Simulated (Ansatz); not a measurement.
**SnO: geometry relaxation (part 2 of 2)**

Continued. System: SnO (Pmn2₁, 4 atoms in the cell). Method: DFT, PBE-D3(BJ), plane waves, PAW, no spin polarisation (Ansatz 0.2.0); cutoff 420 eV, 8×4×6 k-mesh, Fermi–Dirac smearing of 0.02 eV. The structure derives from a Materials Project entry.

Geometry of the input (Å; fractional positions):
```
3.3550  0.0000  0.0000
0.0000  5.6741  0.0000
0.0000  0.0000  4.2220
Sn 0.0000  0.2319  0.5131
Sn 0.5000  0.7681  0.0131
O  0.0000  0.8913  0.7369
O  0.5000  0.1087  0.2369
```

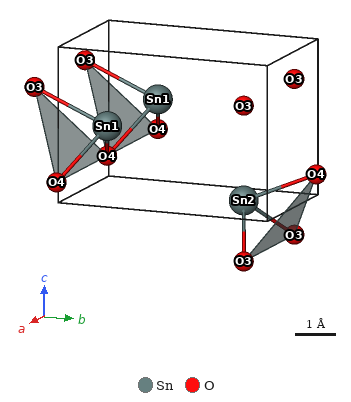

Fig. 1: The geometry at step 5 of the log (polyhedral view of the cell of the calculation, seen slightly off an axis; polyhedra are completed across the faces of the cell; atoms are numbered from 1 in the order of the input).

Log, continued:
```
relax step  10: F+E_penalty+E_count = -13183.97391672 eV  Δ(F+E_penalty+E_count) = -4.268e-3 eV  max|allowed force component| = 2.925e-2 eV/Å  Δτ_max = 0.0258 Å  P = +0.115 GPa  Ω = 74.488 Å³  energy of the carried Pulay correction = +4.035e-3 eV  (6 SCF iters, dr2 threshold 1.58e-7 eV, accepted)
Crystal: 4 atoms, lattice volume = 75.071 Å³
Basis set: ecut = 420 eV, 1473 PW (Γ), exchange–correlation on 48×80×54 points (8 copies of the dense FFT grid, shifted against one another)
preconditioner: auto → none  [insulator: Δε(μ)=1.319 eV  Ē_g=17.780 eV  σ=0.020 eV  W_gap=1.00  n_scr=16 (ndim 8)  ℏωp=27.1 eV  f_vac=0.000  D(μ)=0.00/eV (n_scr^D=0)  ε∞_Penn≈3.3]
SCF 11 converged in 6 iterations: F = -13183.973112 eV  dr2 = 1.25e-9
relax step  11: F+E_penalty+E_count = -13183.97311219 eV  Δ(F+E_penalty+E_count) = +8.045e-4 eV  max|allowed force component| = 3.182e-3 eV/Å  Δτ_max = 0.0078 Å  P = +0.014 GPa  Ω = 75.071 Å³  energy of the carried Pulay correction = +2.619e-3 eV  (6 SCF iters, dr2 threshold 2.54e-7 eV, accepted)
Crystal: 4 atoms, lattice volume = 75.181 Å³
preconditioner: auto → none  [insulator: Δε(μ)=1.316 eV  Ē_g=17.774 eV  σ=0.020 eV  W_gap=1.00  n_scr=16 (ndim 8)  ℏωp=27.1 eV  f_vac=0.000  D(μ)=0.00/eV (n_scr^D=0)  ε∞_Penn≈3.3]
SCF 12 converged in 7 iterations: F = -13183.972860 eV  dr2 = 2.62e-12
relax step  12: F+E_penalty+E_count = -13183.97286012 eV  Δ(F+E_penalty+E_count) = +2.521e-4 eV  max|allowed force component| = 2.460e-3 eV/Å  Δτ_max = 0.0023 Å  P = -0.003 GPa  Ω = 75.181 Å³  energy of the carried Pulay correction = +2.350e-3 eV  (7 SCF iters, accepted)
preconditioner: auto → none  [insulator: Δε(μ)=1.315 eV  Ē_g=17.774 eV  σ=0.020 eV  W_gap=1.00  n_scr=16 (ndim 8)  ℏωp=27.1 eV  f_vac=0.000  D(μ)=0.00/eV (n_scr^D=0)  ε∞_Penn≈3.3]
SCF 13 converged in 6 iterations: F = -13183.970955 eV  dr2 = 2.15e-12
relax step  13: F+E_penalty+E_count = -13183.97095501 eV  Δ(F+E_penalty+E_count) = +1.905e-3 eV  max|allowed force component| = 2.418e-3 eV/Å  Δτ_max = 0.0000 Å  P = -0.030 GPa  Ω = 75.181 Å³  stress off target by 8.12e-2 GPa  SCF on the basis re-selected at this cell (its energy is not comparable with the rows above)  (6 SCF iters)
basis re-selected at this cell: Δ(F+E_penalty+E_count) = +1.905e-3 eV, ΔP = -0.027 GPa vs the last step (what re-selecting the basis moved, of the pressure what is left beyond the Pulay correction that the steps carried, after the strain that the cell walked since its last selection, with what the two solves' SCF thresholds leave and, on support functions, any second-order correction that the steps lacked; it is no measure of the basis error at this ecutwfc). This SCF's stress stands 8.12e-2 GPa from its target on what of the cell is left free (relax.cell.stress_tol is 5.00e-2 GPa) and its largest allowed force component is 2.42e-3 eV/Å (relax.f_tol is 5.00e-3 eV/Å): not within both, so this SCF does not close the relaxation
Crystal: 4 atoms, lattice volume = 74.938 Å³
preconditioner: auto → none  [insulator: Δε(μ)=1.311 eV  Ē_g=17.776 eV  σ=0.020 eV  W_gap=1.00  n_scr=16 (ndim 8)  ℏωp=27.1 eV  f_vac=0.000  D(μ)=0.00/eV (n_scr^D=0)  ε∞_Penn≈3.3]
SCF 14 converged in 6 iterations: F = -13183.971643 eV  dr2 = 4.48e-10
relax step  14: F+E_penalty+E_count = -13183.97164267 eV  Δ(F+E_penalty+E_count) = -6.877e-4 eV  max|allowed force component| = 4.438e-3 eV/Å  Δτ_max = 0.0047 Å  P = +0.001 GPa  Ω = 74.938 Å³  energy of the carried Pulay correction = +6.001e-4 eV  (6 SCF iters, dr2 threshold 1.65e-8 eV, accepted)
iter 1 solved again at ethr=7.43e-8 eV; its pass at ethr=3.10e-3 eV (dr2=2.97e-5 eV) is discarded
SCF iter   1: F=—  HF=-13183.971039 eV  |F-HF|=—  |Δ(HF+E_count)|=         —  Δρ=4.90e-5  dr2=1.19e-7  ethr=7.43e-8  ⟨swp⟩=3.4  Hψ=10837  notcnv=0
preconditioner: auto → none  [insulator: Δε(μ)=1.313 eV  Ē_g=17.777 eV  σ=0.020 eV  W_gap=1.00  n_scr=16 (ndim 8)  ℏωp=27.1 eV  f_vac=0.000  D(μ)=0.00/eV (n_scr^D=0)  ε∞_Penn≈3.3]
SCF iter   2: F=—  HF=-13183.971042 eV  |F-HF|=—  |Δ(HF+E_count)|=   2.91e-6  Δρ=2.39e-5  dr2=2.49e-8  ethr=2.98e-10  ⟨swp⟩=2.2  Hψ=2629  notcnv=0
SCF iter   3: F=—  HF=-13183.971046 eV  |F-HF|=—  |Δ(HF+E_count)|=   4.03e-6  Δρ=3.39e-6  dr2=1.41e-9  ethr=6.22e-11  ⟨swp⟩=2.0  Hψ=2040  notcnv=0
iter 4 did not close the SCF: its close was put off for the readings that it lacked (scf_convergence_deferred on its scf_iter line)
SCF iter   4: F=-13183.971046 eV  HF=-13183.971046 eV  |F-HF|=2.73e-10  |Δ(HF+E_count)|=   6.93e-8  Δρ=3.32e-7  dr2=2.04e-11  ethr=3.52e-12  ⟨swp⟩=2.0  Hψ=2040  notcnv=0
iter 5 did not close the SCF: its close was put off for the readings that it lacked (scf_convergence_deferred on its scf_iter line)
SCF iter   5: F=-13183.971046 eV  HF=-13183.971046 eV  |F-HF|=9.09e-12  |Δ(HF+E_count)|=  2.73e-10  Δρ=4.81e-8  dr2=4.56e-12  ethr=1.00e-12  ⟨swp⟩=1.0  Hψ=1440  notcnv=0
iter 6 did not close the SCF: its close was put off for the readings that it lacked (scf_convergence_deferred on its scf_iter line)
SCF iter   6: F=-13183.971046 eV  HF=-13183.971046 eV  |F-HF|=1.27e-11  |Δ(HF+E_count)|=  1.09e-11  Δρ=2.03e-8  dr2=3.47e-13  ethr=1.00e-12  ⟨swp⟩=1.0  Hψ=1440  notcnv=0
iter 7 did not close the SCF: its close was put off for the readings that it lacked (scf_convergence_deferred on its scf_iter line)
SCF iter   7: F=-13183.971046 eV  HF=-13183.971046 eV  |F-HF|=0.00e0  |Δ(HF+E_count)|=  1.09e-11  Δρ=6.09e-9  dr2=1.82e-14  ethr=1.00e-12  ⟨swp⟩=1.0  Hψ=1440  notcnv=0
SCF iter   8: F=-13183.971046 eV  HF=-13183.971046 eV  |F-HF|=5.46e-12  |Δ(HF+E_count)|=  1.82e-12  Δρ=1.46e-9  dr2=1.06e-15  ethr=1.00e-12  ⟨swp⟩=3.8  Hψ=4906  notcnv=0
SCF 15 converged in 8 iterations: F = -13183.971046 eV  dr2 = 1.06e-15
relax step  15: F+E_penalty+E_count = -13183.97104636 eV  Δ(F+E_penalty+E_count) = +5.963e-4 eV  max|allowed force component| = 4.396e-3 eV/Å  Δτ_max = 0.0000 Å  P = -0.003 GPa  Ω = 74.938 Å³  stress off target by 1.88e-2 GPa  SCF on the basis re-selected at this cell (its energy is not comparable with the rows above)  (8 SCF iters)
basis re-selected at this cell: Δ(F+E_penalty+E_count) = +5.963e-4 eV, ΔP = -0.004 GPa vs the last step (what re-selecting the basis moved, of the pressure what is left beyond the Pulay correction that the steps carried, after the strain that the cell walked since its last selection, with what the two solves' SCF thresholds leave and, on support functions, any second-order correction that the steps lacked; it is no measure of the basis error at this ecutwfc). This SCF's stress stands 1.88e-2 GPa from its target on what of the cell is left free (relax.cell.stress_tol is 5.00e-2 GPa) and its largest allowed force component is 4.40e-3 eV/Å (relax.f_tol is 5.00e-3 eV/Å): within both
SCF converged after 8 iterations
Free energy (F): -13183.971046 eV
Harris-Foulkes:  -13183.971046 eV  (|F-HF|=5.46e-12)
Internal energy: -13183.971046 eV  (E = F + TS)
E sigma→0 (E₀):  -13183.971046 eV
Fermi energy:    8.847738 eV
--- Per-component energies (eV) ---
  E_band       = -220.322626
  E_kinetic    = 721.901930
  E_local      = -2825.077196  (includes V_loc(G=0)·N_el)
  E_nonlocal   = 31.811907
  E_hartree    = 1505.464000
  E_xc         = -912.593504
  E_vxc        = -379.936074  (∫ρ·V_xc dr)
  E_paw        = -8587.656861  (= ΣΔE_a)
  E_vpaw       = -779.956006  (= ΣTr[D̂ρ^β])
  E_aug_tail   = 0.004813  (compensation charges beyond the density's cutoff)
  E_ewald      = -3116.940317
  E_disp       = -0.885819  (pairwise vdW)
  E_smearing   = -0.000000  (= −TS)
  E_closure    = 0.000000  (closes the sum)
  Σ components = -13183.971046   (vs F -13183.971046, Δ=0.00e0)
--- Forces (eV/Å), atoms counted from 1 ---
  atom   1  Sn     0.00000000    -0.00217188     0.00236882
  atom   2  Sn     0.00000000     0.00217188     0.00236882
  atom   3  O     -0.00000000     0.00439646    -0.00236881
  atom   4  O     -0.00000000    -0.00439646    -0.00236881
  max |Σ_I F_I| component: 1.84e-8 eV/Å
--- Stress (GPa, compression-positive) ---
        0.016196       0.000000       0.000000
        0.000000      -0.006751       0.000000
        0.000000       0.000000      -0.018798
  P = ⅓ Tr σ = -0.0031 GPa (-0.031 kbar)
--- Band table (eV; the first three rows and the last of 60) ---
  k-point 0: bands = ["-13.0300", "-12.7167", "-12.6421", "-12.6009", "-12.5736", "-12.5494", "-12.5212", "-12.5145", "-12.4659", "-12.4570", "-10.7044", "-8.8452", "0.8742", "2.1801", "3.9214", "4.2669", "4.5921", "5.5817", "6.0595", "8.1936", "11.4728", "11.5117", "14.4601", "14.5141"]
  k-point 1: bands = ["-13.0149", "-12.7397", "-12.6326", "-12.6020", "-12.5791", "-12.5625", "-12.5178", "-12.5093", "-12.4726", "-12.4602", "-10.5598", "-8.9531", "0.8474", "2.1467", "3.7011", "4.3762", "4.7528", "5.5249", "6.3768", "7.8120", "11.1739", "11.6408", "13.4223", "14.5758"]
  k-point 2: bands = ["-12.9699", "-12.8099", "-12.6123", "-12.6031", "-12.5905", "-12.5807", "-12.5076", "-12.4970", "-12.4826", "-12.4693", "-10.1861", "-9.2611", "0.8979", "1.7548", "3.8770", "4.6644", "4.9873", "5.3396", "6.7375", "7.0110", "10.7588", "11.3736", "12.9105", "14.4049"]
  k-point 59: bands = ["-13.0215", "-13.0215", "-12.6100", "-12.6100", "-12.5354", "-12.5354", "-12.5247", "-12.5247", "-12.4480", "-12.4480", "-9.1156", "-9.1156", "1.0499", "1.0499", "3.9521", "3.9521", "4.4889", "4.4889", "7.7197", "7.7197", "10.6190", "10.6190", "12.4186", "12.4186"]
--- Relaxed structure (12 steps of the walk, 12 accepted, 3 SCFs on fresh bases) ---
  F+E_penalty+E_count = -13183.97104636 eV   max|allowed force component| = 4.396e-3 eV/Å   (the final SCF, on the basis selected at the relaxed cell)
  cell:  # Å, volume = 74.9382 Å³
    - [3.345647382496363, 0.0, 0.0]
    - [0.0, 5.711346732295048, 0.0]
    - [0.0, 0.0, 3.921790796969203]
  atoms:
    - { symbol: Sn, position: [-7.175585224117535e-36, 0.23475513610280827, 0.5269110050458403] }
    - { symbol: Sn, position: [0.5, 0.7652448638971919, 0.026911005045840476] }
    - { symbol: O, position: [-7.175585224117535e-36, 0.8833650552992613, 0.7230899949541596] }
    - { symbol: O, position: [0.5, 0.1166349447007386, 0.22308999495415952] }
```

File rho_z.tsv:
```
# z_ang	rho[e/angstrom^3]
# format = ansatz-planar-average/11
# lattice	3.345647382	0.000000000	0.000000000
# lattice	0.000000000	5.711346732	0.000000000
# lattice	0.000000000	0.000000000	3.921790797
# sites	4
# site	50	-0.000000000	1.340767979	2.066434730
# site	50	1.672823691	4.370578753	0.105539332
# site	8	-0.000000000	5.045204122	2.835807688
# site	8	1.672823691	0.666142610	0.874912289
0.000000	7.092234e-1
0.145252	7.536654e-1
0.290503	7.139913e-1
0.435755	6.396618e-1
0.581006	5.816164e-1
0.726258	5.454914e-1
0.871509	5.105307e-1
1.016761	4.601508e-1
1.162012	3.943469e-1
1.307264	3.383535e-1
1.452515	3.317401e-1
1.597767	3.959277e-1
1.743018	5.188475e-1
1.888270	6.557457e-1
2.033521	7.430235e-1
2.178773	7.421897e-1
2.324024	6.771318e-1
2.469276	6.071579e-1
2.614527	5.619661e-1
2.759779	5.291876e-1
2.905030	4.877738e-1
3.050282	4.282352e-1
3.195533	3.626173e-1
3.340785	3.267806e-1
3.486036	3.549521e-1
3.631288	4.521049e-1
3.776539	5.894668e-1
```

Trajectory as extended XYZ (Å, eV, eV/Å), 15 frames, from step=1 to step=15:
```
4
Lattice="3.3550 0.0000 0.0000 0.0000 5.6741 0.0000 0.0000 0.0000 4.2220" Properties=species:S:1:pos:R:3:forces:R:3 step=1 energy=-13183.95348 pressure_GPa=-1.31
Sn    0.0000    1.3159    2.1665    0.0000  -0.1058  -0.0236
Sn    1.6775    4.3582    0.0555    0.0000   0.1058  -0.0236
O     0.0000    5.0570    3.1110    0.0000   0.0613   0.0236
O     1.6775    0.6171    1.0000    0.0000  -0.0613   0.0236
4
Lattice="3.3222 0.0000 0.0000 0.0000 5.6097 0.0000 0.0000 0.0000 4.1561" Properties=species:S:1:pos:R:3:forces:R:3 step=2 energy=-13183.96932 pressure_GPa=-0.07
Sn    0.0000    1.3254    2.1406    0.0000  -0.0498  -0.0081
Sn    1.6611    4.2843    0.0626    0.0000   0.0498  -0.0081
O     0.0000    4.9982    3.0545    0.0000  -0.0325   0.0083
O     1.6611    0.6115    0.9765    0.0000   0.0325   0.0083
4
Lattice="3.3299 0.0000 0.0000 0.0000 5.6221 0.0000 0.0000 0.0000 4.1369" Properties=species:S:1:pos:R:3:forces:R:3 step=3 energy=-13183.97029 pressure_GPa=0.19
Sn    0.0000    1.3208    2.1322    0.0000   0.0444   0.0259
Sn    1.6650    4.3013    0.0637    0.0000  -0.0444   0.0259
O     0.0000    5.0047    3.0390    0.0000  -0.0065  -0.0259
O     1.6650    0.6174    0.9705    0.0000   0.0065  -0.0259
4
Lattice="3.3341 0.0000 0.0000 0.0000 5.6350 0.0000 0.0000 0.0000 4.1168" Properties=species:S:1:pos:R:3:forces:R:3 step=4 energy=-13183.97119 pressure_GPa=0.17
Sn    0.0000    1.3225    2.1246    0.0000   0.0433   0.0286
Sn    1.6670    4.3125    0.0662    0.0000  -0.0433   0.0286
O     0.0000    5.0138    3.0214    0.0000  -0.0059  -0.0286
O     1.6670    0.6212    0.9630    0.0000   0.0059  -0.0286
4
Lattice="3.3469 0.0000 0.0000 0.0000 5.6907 0.0000 0.0000 0.0000 4.0144" Properties=species:S:1:pos:R:3:forces:R:3 step=5 energy=-13183.97523 pressure_GPa=0.05
Sn    0.0000    1.3331    2.0895    0.0000   0.0110   0.0358
Sn    1.6735    4.3576    0.0823    0.0000  -0.0110   0.0358
O     0.0000    5.0471    2.9285    0.0000   0.0108  -0.0357
O     1.6735    0.6436    0.9213    0.0000  -0.0108  -0.0357
4
Lattice="3.3347 0.0000 0.0000 0.0000 5.6862 0.0000 0.0000 0.0000 3.9929" Properties=species:S:1:pos:R:3:forces:R:3 step=6 energy=-13183.97739 pressure_GPa=0.13
Sn    0.0000    1.3332    2.0941    0.0000   0.0148  -0.0121
Sn    1.6673    4.3530    0.0977    0.0000  -0.0148  -0.0121
O     0.0000    5.0299    2.8970    0.0000  -0.0051   0.0121
O     1.6673    0.6563    0.9005    0.0000   0.0051   0.0121
4
Lattice="3.3421 0.0000 0.0000 0.0000 5.6930 0.0000 0.0000 0.0000 4.0068" Properties=species:S:1:pos:R:3:forces:R:3 step=7 energy=-13183.97626 pressure_GPa=-0.09
Sn    0.0000    1.3343    2.0939    0.0000  -0.0179  -0.0048
Sn    1.6711    4.3587    0.0905    0.0000   0.0179  -0.0048
O     0.0000    5.0434    2.9146    0.0000  -0.0066   0.0048
O     1.6711    0.6496    0.9112    0.0000   0.0066   0.0048
4
Lattice="3.3412 0.0000 0.0000 0.0000 5.6931 0.0000 0.0000 0.0000 4.0018" Properties=species:S:1:pos:R:3:forces:R:3 step=8 energy=-13183.97659 pressure_GPa=-0.00
Sn    0.0000    1.3335    2.0929    0.0000   0.0012   0.0008
Sn    1.6706    4.3596    0.0920    0.0000  -0.0012   0.0008
O     0.0000    5.0411    2.9093    0.0000   0.0014  -0.0008
O     1.6706    0.6520    0.9084    0.0000  -0.0014  -0.0008
4
Lattice="3.3412 0.0000 0.0000 0.0000 5.6931 0.0000 0.0000 0.0000 4.0018" Properties=species:S:1:pos:R:3:forces:R:3 step=9 energy=-13183.96965 pressure_GPa=-0.15
Sn    0.0000    1.3335    2.0929    0.0000   0.0016   0.0011
Sn    1.6706    4.3596    0.0920    0.0000  -0.0016   0.0011
O     0.0000    5.0411    2.9093    0.0000   0.0016  -0.0011
O     1.6706    0.6520    0.9084    0.0000  -0.0016  -0.0011
4
Lattice="3.3372 0.0000 0.0000 0.0000 5.7141 0.0000 0.0000 0.0000 3.9062" Properties=species:S:1:pos:R:3:forces:R:3 step=10 energy=-13183.97392 pressure_GPa=0.12
Sn    0.0000    1.3453    2.0624    0.0000  -0.0292   0.0051
Sn    1.6686    4.3689    0.1093    0.0000   0.0292   0.0051
O     0.0000    5.0448    2.8203    0.0000   0.0101  -0.0050
O     1.6686    0.6694    0.8672    0.0000  -0.0101  -0.0050
4
Lattice="3.3446 0.0000 0.0000 0.0000 5.7070 0.0000 0.0000 0.0000 3.9329" Properties=species:S:1:pos:R:3:forces:R:3 step=11 energy=-13183.97311 pressure_GPa=0.01
Sn    0.0000    1.3396    2.0704    0.0000  -0.0006   0.0011
Sn    1.6723    4.3673    0.1039    0.0000   0.0006   0.0011
O     0.0000    5.0426    2.8458    0.0000   0.0032  -0.0011
O     1.6723    0.6644    0.8793    0.0000  -0.0032  -0.0011
4
Lattice="3.3441 0.0000 0.0000 0.0000 5.7051 0.0000 0.0000 0.0000 3.9407" Properties=species:S:1:pos:R:3:forces:R:3 step=12 energy=-13183.97286 pressure_GPa=-0.00
Sn    0.0000    1.3390    2.0729    0.0000  -0.0012  -0.0015
Sn    1.6720    4.3660    0.1026    0.0000   0.0012  -0.0015
O     0.0000    5.0426    2.8529    0.0000  -0.0025   0.0015
O     1.6720    0.6624    0.8826    0.0000   0.0025   0.0015
4
Lattice="3.3441 0.0000 0.0000 0.0000 5.7051 0.0000 0.0000 0.0000 3.9407" Properties=species:S:1:pos:R:3:forces:R:3 step=13 energy=-13183.97096 pressure_GPa=-0.03
Sn    0.0000    1.3390    2.0729    0.0000  -0.0011  -0.0013
Sn    1.6720    4.3660    0.1026    0.0000   0.0011  -0.0013
O     0.0000    5.0426    2.8529    0.0000  -0.0024   0.0013
O     1.6720    0.6624    0.8826    0.0000   0.0024   0.0013
4
Lattice="3.3456 0.0000 0.0000 0.0000 5.7113 0.0000 0.0000 0.0000 3.9218" Properties=species:S:1:pos:R:3:forces:R:3 step=14 energy=-13183.97164 pressure_GPa=0.00
Sn    0.0000    1.3408    2.0664    0.0000  -0.0022   0.0023
Sn    1.6728    4.3706    0.1055    0.0000   0.0022   0.0023
O     0.0000    5.0452    2.8358    0.0000   0.0044  -0.0023
O     1.6728    0.6661    0.8749    0.0000  -0.0044  -0.0023
4
Lattice="3.3456 0.0000 0.0000 0.0000 5.7113 0.0000 0.0000 0.0000 3.9218" Properties=species:S:1:pos:R:3:forces:R:3 step=15 energy=-13183.97105 pressure_GPa=-0.00
Sn    0.0000    1.3408    2.0664    0.0000  -0.0022   0.0024
Sn    1.6728    4.3706    0.1055    0.0000   0.0022   0.0024
O     0.0000    5.0452    2.8358    0.0000   0.0044  -0.0024
O     1.6728    0.6661    0.8749    0.0000  -0.0044  -0.0024
```

Key numbers:

| quantity | value |
| --- | --- |
| outcome | converged |
| space group (tolerance 0.01 Å) | Pmn2₁ (31) |
| electrons treated | 40 |
| free energy | −13183.9710 eV |
| Fermi energy | 8.848 eV |
| gap on the k-point mesh | 1.31 eV |
| pressure | 0.00 GPa |
| final volume | 74.94 Å³ |
| largest force (length of the vector) at the end | 0.005 eV/Å |
| final cell | a = 3.346 Å, b = 5.711 Å, c = 3.922 Å, α = 90.00°, β = 90.00°, γ = 90.00° |
| hardware | 2 threads of Arm Neoverse V2, 24 GiB of memory available, shared host |
| wall time | 68 s (CPU time 2.3 min) |
| peak memory | 0.44 GiB |
